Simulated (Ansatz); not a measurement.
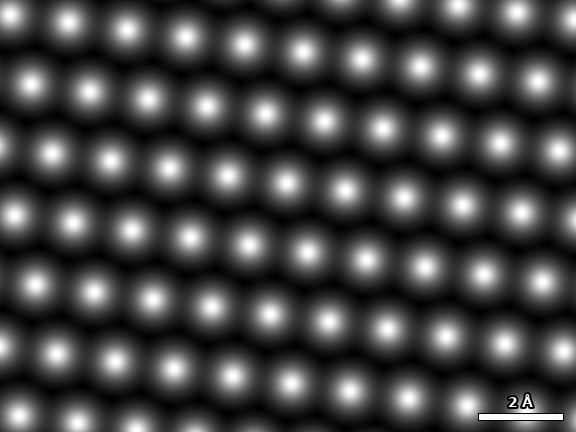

Projected-potential map of Ti. Computed as the sum of neutral-atom potentials (tabulated electron scattering factors, B = 0.5 Å²) projected along the beam and smoothed by 0.25 Å; brighter is more positive. The display is stretched by a gamma of 0.6; percentages refer to the linear signal.

Q: Measure the repeat of the pattern.

A: The pattern repeats on a centred rectangular net of 1.4 × 3.2 Å.

Q: What is the plane group of the image?

A: c2mm: perpendicular mirror lines on a centred net, with further twofold points between them.

Q: How many columns does the smallest repeating cell hold, and how many levels of brightness?

A: 1 column in the primitive cell of 2.3 Å², all of one brightness.

The crystal is Ti (Im-3m, No. 229) seen along [210]. Model: coordinates from a relaxation with DFT, PBEsol, plane waves (420 eV) with PAW, scalar-relativistic (Ansatz 0.2.0); the starting structure was generated, so it need not be a known form of this composition.
